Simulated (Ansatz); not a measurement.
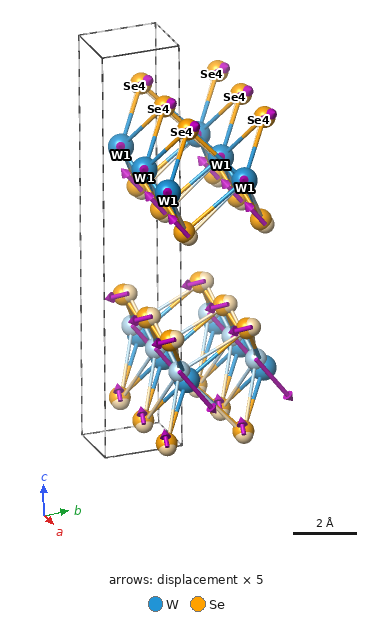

This is a relaxation of crystalline WSe$_{2}$ (set up in P1). The starting structure is drawn faded, the final one solid; purple arrows show the displacements, 5 times their true length.

A ball-and-stick model of the cell of the calculation, reduced to other axes, repeated 3 × 2 × 1 with one cell outlined, seen slightly off an axis. Lengths and directions refer to the drawn axes.

Case: all atoms moved at random, sigma 0.15 Å for each component, cell strained at random, sigma 0.03; relaxed back.

Method: Ansatz 0.2.0, DFT PBEsol, scalar-relativistic, plane waves, PAW.

Input file:
```yaml
crystal:
  lattice:
    - [3.2069502122, 0.1218101176, 0.0301554196]
    - [-1.4979844498, 2.7513804598, 0.0495869319]
    - [0.1218760288, 0.3017791025, 13.0691583129]
  atoms:
    - { symbol: W, position: [0.342174091, 0.6633225568, 0.2521091284] }
    - { symbol: W, position: [0.5746507162, 0.3132220876, 0.7264472552] }
    - { symbol: Se, position: [0.3918357215, 0.7438897458, 0.6155896349] }
    - { symbol: Se, position: [0.6820850503, 0.2943872671, 0.127691515] }
    - { symbol: Se, position: [0.3050745279, 0.6603301509, 0.8864311996] }
    - { symbol: Se, position: [0.7041798932, 0.3248481918, 0.391731267] }
basis:
  ecutwfc: 420
kpoints:
  mp_grid: { grid: [12, 12, 2] }
hamiltonian:
  xc: pbesol
scf:
  occupations: { method: gaussian, width: 0.05 }
output:
  forces: true
  stress: true
  eigenvalues: true
relax:
  adjacent_minimum: "off"
  f_tol: 0.01
  max_steps: 80
```

Run as
```bash
ansatz run input.yaml --threads 1 --pin off --max-ram 2560MiB --backend cpu --events-out ev --progress --plain --runs-dir out
```

### Atoms of which element are displaced furthest, and by how much?

Tungsten: up to 0.42 Å, against 0.23 Å for selenium.

### What did the optimiser do to the structure, and how much energy did it gain?

W2 moves most: 0.42 Å roughly along [0 3 −1]. By element the largest moves are W 0.42 Å, Se 0.23 Å. The cell doesn't change. Some distances before and after: W2–Se5 3.020 → 2.541 Å, W2–Se3 2.212 → 2.522 Å, W2–Se3 (another image) 2.209 → 2.487 Å, W2–Se5 (another image) 2.719 → 2.517 Å. Bond angles that change, for instance: Se3–W2–Se5 147.9° → 133.8°, W2–Se3–W2 90.3° → 77.4°, Se3–W2–Se3 90.3° → 77.4°. The space group (tolerance 0.01 Å) goes from P1 (No. 1) to P-1 (No. 2). Over 4 accepted moves (5 points after the start) the energy falls by 489 meV per atom. Largest force component: 9.8 eV/Å at the start, 0.0043 eV/Å at the end. 1 step only repeated the SCF at the same geometry.

Limits of the set-up: layers or molecules are held without a dispersion correction, so their spacing is unreliable.
